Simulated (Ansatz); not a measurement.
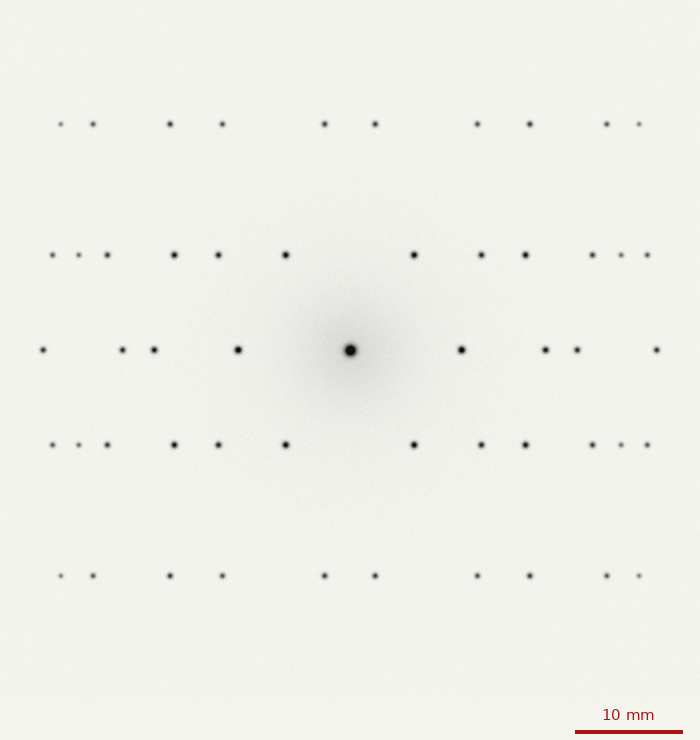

Simulated X-ray rotation photograph: Mo Kα radiation (λ = 0.7107 Å), cylindrical film of radius 28.65 mm unrolled, rotation axis vertical and normal to the beam, kinematic intensities without Lorentz or polarisation factors, the film spanning ±63° about the beam; spots down to d = 0.69 Å.

Q: What lattice repeat along the rotation axis do the layer lines give?

A: The first layer line lies 8.9 mm from the equator, so tan ν = 0.312, sin ν = 0.298 and the period is λ/sin ν = 2.38 Å. Further lines follow at 21.3 mm.

The crystal is Ni, space group Im-3m (No. 229), a = 2.75 Å. Structure: the input geometry of an electronic-structure calculation (not necessarily at equilibrium); the starting structure was generated, so it need not be a known form of this composition.

Q: About which axis was it rotated?

A: About [111] (or an equivalent direction), whose length in the conventional cell is 4.769 Å; the I centring shortens the period to 1/2 of it.
